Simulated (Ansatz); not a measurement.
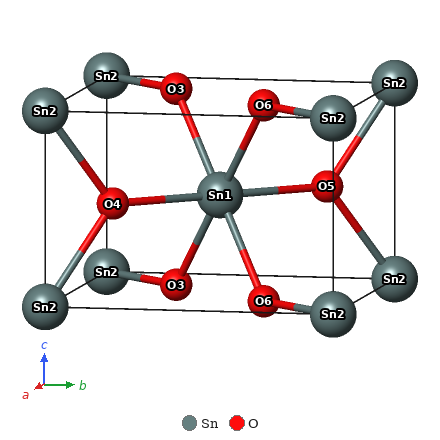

The system is SnO2 (P4_2/mnm, No. 136; 6 atoms in the cell); the picture shows the reference structure. 
- The energy is mapped over volume and the cell's shape.
- Coordinates scanned: (1) volume per atom; (2) c/a of the conventional cell.
- Relaxed at each point: the atoms inside the fixed cell.
- The grid has 7 × 7 points.
- Points are written as (first, second).
- Energies are in meV/atom, from the lowest grid point.
- All numbers below come from DFT PBE, scalar-relativistic, plane waves, PAW in Ansatz. Settings: cutoff 520 eV, k-mesh 6×6×10 in the order of the run's cell vectors, gaussian smearing 0.05 eV, no spin polarisation.

Its coordinates:

```
CELL_PARAMETERS angstrom
4.82779 0.00000 0.00000
0.00000 4.82781 0.00000
0.00000 0.00000 3.23790
ATOMIC_POSITIONS crystal
Sn 0.50000 0.50000 0.50000
Sn 0.00000 0.00000 0.00000
O 0.30657 0.30663 0.00000
O 0.80657 0.19337 0.50000
O 0.19343 0.80663 0.50000
O 0.69343 0.69337 0.00000
```

Range: volume per atom from 11.07 to 14.09 Å³; c/a of the conventional cell from 0.619 to 0.727.

What landscape does the calculation give?

Answer. The lowest grid point is at (12.58 Å³, 0.671). It is the only kind of minimum in the scanned range. The highest grid point, (11.07 Å³, 0.619), lies 185 meV/atom above the lowest. Round the minimum the valley is somewhat tilted: raising volume per atom shifts the best value of c/a of the conventional cell downwards (coupling k₁₂/√(k₁₁k₂₂) about 0.2).

| c/a of the conventional cell ↓, volume per atom → | 11.07 | 11.57 | 12.07 | 12.58 | 13.08 | 13.58 | 14.09 |
| --- | --- | --- | --- | --- | --- | --- | --- |
| 0.727 | 132 | 69 | 36 | 31 | 47 | 80 | 126 |
| 0.708 | 120 | 56 | 21 | 14 | 29 | 61 | 106 |
| 0.689 | 116 | 50 | 13 | 4 | 16 | 46 | 90 |
| 0.671 | 120 | 52 | 12 | 0 | 10 | 38 | 79 |
| 0.653 | 133 | 62 | 19 | 4 | 11 | 35 | 73 |
| 0.636 | 154 | 80 | 34 | 15 | 19 | 39 | 73 |
| 0.619 | 185 | 108 | 58 | 36 | 35 | 50 | 79 |

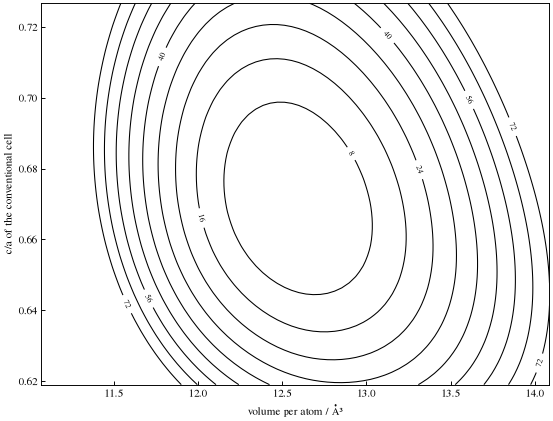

The picture shows contour lines labelled in meV/atom (none above 72). Between grid points the surface is interpolated.

Time for the 49 points that were run: 11 min on 2 threads of AMD EPYC 9R45 96-Core Processor (Zen 5), with other jobs on the host.

PAW datasets: the set soft_1.
